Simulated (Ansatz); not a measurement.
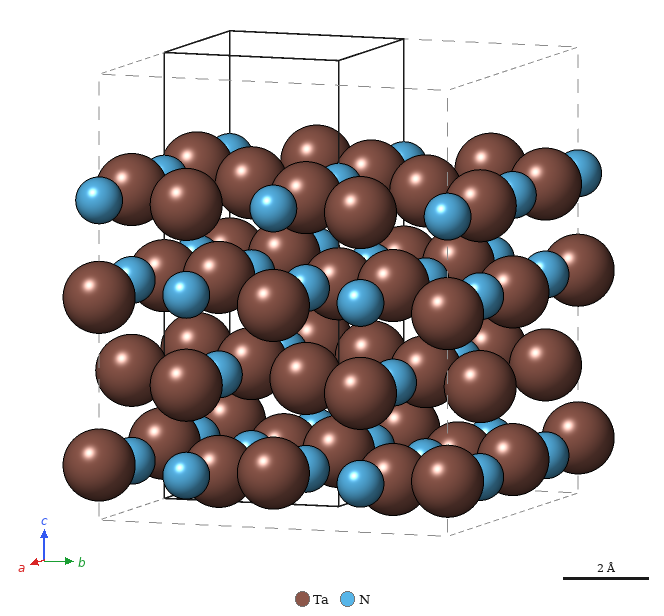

The image is a spheres-only drawing of a crystal, viewed slightly off an axis. One conventional unit cell is drawn solid; the view covers 2×2×1 cells.

Ta₄N₃, space group P4mm (No. 99), a = 4.38 Å, b = 4.38 Å, c = 10.58 Å, α = 90.00°, β = 90.00°, γ = 90.00°.

The calculation used DFT r2SCAN, scalar-relativistic, plane waves, PAW in Ansatz, with a 500 eV plane-wave basis, k-points about 0.16 Å⁻¹ apart, Gaussian smearing of 0.15 eV, no spin polarisation.

**What does the calculation say: metal or gapped?**

A metal: bands cross the Fermi level.

**How far is the cell from zero pressure?**

The computed pressure is -10.7 GPa (stretched: it would shrink). The stress isn't hydrostatic: its largest component is 12.3 GPa.

The initial geometry was a structure listed in the Materials Project. The cell was then strained or its atoms displaced on purpose. It went into a calculation with Ansatz.

At this level of theory the run's own cell isn't at rest (stretched, at -11 GPa and forces up to 1.8 eV/Å), so its distances can differ from those at equilibrium, the more so the softer the solid.
